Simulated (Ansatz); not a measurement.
System: Sb.

Input

```
crystal:
  lattice:
    - [3.2679301741, 0.0, 0.0]
    - [-1.6339650871, 3.005168933, 0.0]
    - [0.0, 0.0, 5.33]
  atoms:
    - { symbol: Sb, position: [0.3333333333, 0.6666666667, 0.25] }
    - { symbol: Sb, position: [0.6666666667, 0.3333333333, 0.75] }
basis:
  ecutwfc: 420
kpoints:
  mp_grid: { grid: [18, 18, 10] }
hamiltonian:
  xc: pbesol
scf:
  occupations: { method: gaussian, width: 0.15 }
output:
  forces: true
  stress: true
  eigenvalues: true
  write_density: true
  write_potential: true
  elf: true
  volumetric_format: npy
```

Launched as:

```sh
ansatz run input.yaml --threads 1 --pin off --max-ram 2560MiB --backend cpu --events-out ev --progress --plain --runs-dir out
```

Below, planes, directions and counts refer to the conventional cell (a = 3.27 Å, b = 6.01 Å, c = 5.33 Å, α = 90.00°, β = 90.00°, γ = 90.00°).

Space group Cmcm; changed on purpose from its base cell (strain -0.0300 x Voigt [1, -1, 0, 0, 0, 0], atoms carried along).

All numbers below come from Ansatz 0.2.0, DFT PBEsol, scalar-relativistic, plane waves, PAW.

### What can the converged valence pseudo-density and electron localisation function tell about the bonding?

Sb–Sb (3.27 Å): the density is about 0.19 e/Å³ at the midpoint; the ELF is about 0.35 at the midpoint.

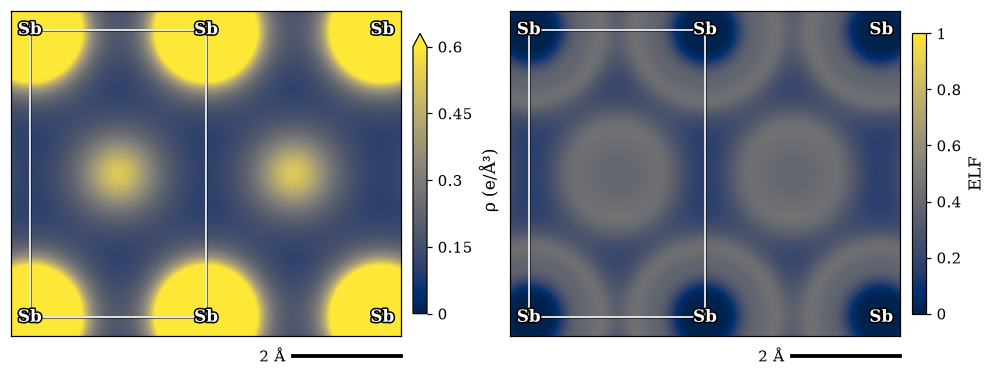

Computed valence pseudo-density and electron localisation function on the (010) plane of the conventional cell, in this order. 

Core electrons are frozen (PAW), and the valence fields are smoothed inside the atomic spheres.
